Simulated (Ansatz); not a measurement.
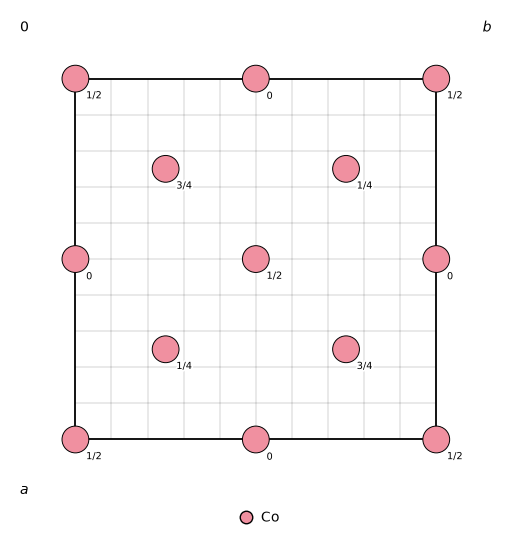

Plan of a unit cell projected along c (a down the page, b across); the numbers are heights as fractions of c, and atoms on the cell's edges are repeated. The grid marks tenths of a and b. Source: coordinates from a relaxation with DFT, RPBE, plane waves (420 eV) with PAW, scalar-relativistic in Ansatz; the starting structure was generated, so it need not be a known form of this composition. All values are computed from the atomic coordinates in the standard setting (tolerance 0.002 Å).

a = 5.139 Å, b = 5.139 Å, c = 5.139 Å, α = 90.00°, β = 90.00°, γ = 90.00°.

Question: What does the cell contain?

Answer: 8 Co: Co, Z = 8.

Question: Which space group?

Answer: No. 227, Fd-3m, origin choice 1, face-centred cubic.

Question: Give the fractional coordinates of all atoms, to two places.

Answer:
```csv
atom,x,y,z
Co,0.75,0.75,0.75
Co,0.00,0.50,0.00
Co,0.75,0.25,0.25
Co,0.00,0.00,0.50
Co,0.25,0.75,0.25
Co,0.50,0.50,0.50
Co,0.25,0.25,0.75
Co,0.50,0.00,0.00
```
